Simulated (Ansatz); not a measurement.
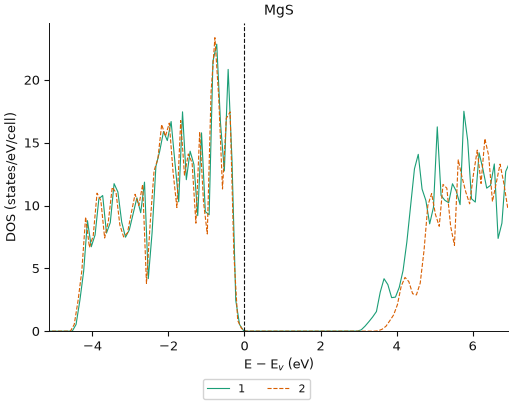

Total densities of states of MgS, space group P4_2/mbc (No. 135), 16 atoms in the cell, by two methods on the same cell. Each is counted from its own valence-band top.

Which curve is which? The methods: PBE, r2SCAN.

Answer. 1 is PBE; 2 is r2SCAN. PBE gives a gap of 2.94 eV and r2SCAN gives a gap of 3.45 eV.

Settings. PBE: DFT PBE, scalar-relativistic, plane waves, PAW, no spin polarisation, 4×4×4 k mesh, 420 eV cutoff, Gaussian smearing of 0.02 eV (Ansatz). r2SCAN: DFT r2SCAN, scalar-relativistic, plane waves, PAW, no spin polarisation, 4×4×4 k mesh, 500 eV cutoff, Gaussian smearing of 0.02 eV (Ansatz).

The structure is an invented one, so it need not be a known or stable phase.
